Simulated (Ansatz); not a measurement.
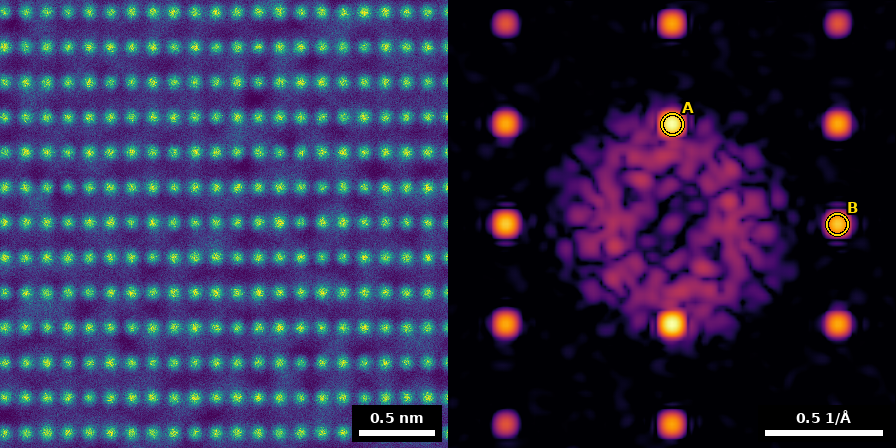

Dark-field STEM-like image of a crystal. The image is simulated as a sum over atoms of Z^1.7, blurred by a 0.74 Å probe (no channelling). The probe carries 15 % of its weight in a tail 2.5 times as wide. Shot noise and the speckle of an amorphous layer were added.

The right panel is the modulus of the image's Fourier transform on a logarithmic scale.

### Which lattice spacings do the marked spots stand for, and what angle do A and B enclose?

A: 2.3 Å, B: 1.4 Å; A and B enclose about 90°.

The crystal is Al (P6_3/mmc, No. 194) along [210]; the spots are (0 0 -2) and (1 -2 0). Structure used: coordinates from a relaxation with DFT PBEsol, scalar-relativistic, plane waves, PAW (Ansatz 0.2.0); the starting structure was generated, so it need not be a known form of this composition.
